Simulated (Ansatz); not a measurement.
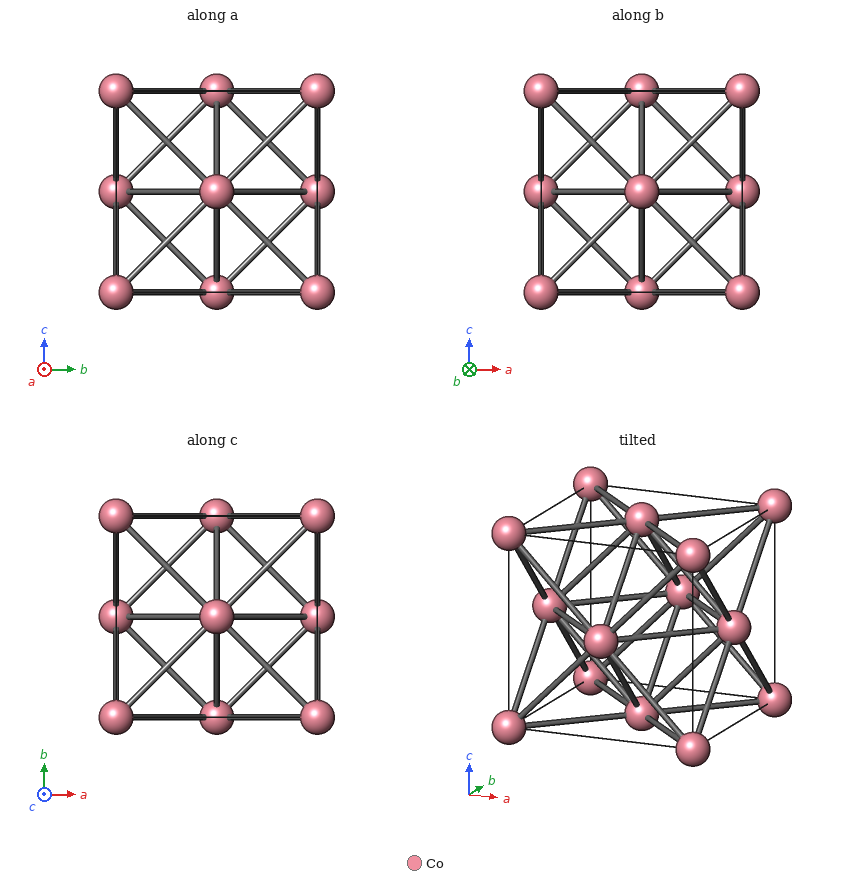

This ball-and-stick model is shown along the a axis, along the b axis, along the c axis and slightly off an axis. The frame is the conventional unit cell; atoms at its boundary are shown with their periodic copies.

Lattice parameters: a = 3.5168 Å, b = 3.5168 Å, c = 3.5168 Å, α = 90.000°, β = 90.000°, γ = 90.000°.

Give the structure in the form of a CIF in P1 with every atom of the cell.

Answer.
```cif
data_structure
_symmetry_space_group_name_H-M 'P 1'
_symmetry_Int_Tables_number 1
_cell_length_a 3.5168
_cell_length_b 3.5168
_cell_length_c 3.5168
_cell_angle_alpha 90.000
_cell_angle_beta 90.000
_cell_angle_gamma 90.000
_cell_volume 43.50
loop_
_atom_site_label
_atom_site_type_symbol
_atom_site_fract_x
_atom_site_fract_y
_atom_site_fract_z
_atom_site_occupancy
Co1 Co 0.0000 0.0000 0.0000 1
Co2 Co 0.0000 0.5000 0.5000 1
Co3 Co 0.5000 0.0000 0.5000 1
Co4 Co 0.5000 0.5000 0.0000 1
```

The initial geometry was a structure type filled with this element by a generator (whether the element takes this form wasn't checked). The cell was then strained or its atoms displaced on purpose. It went into a calculation with Ansatz.
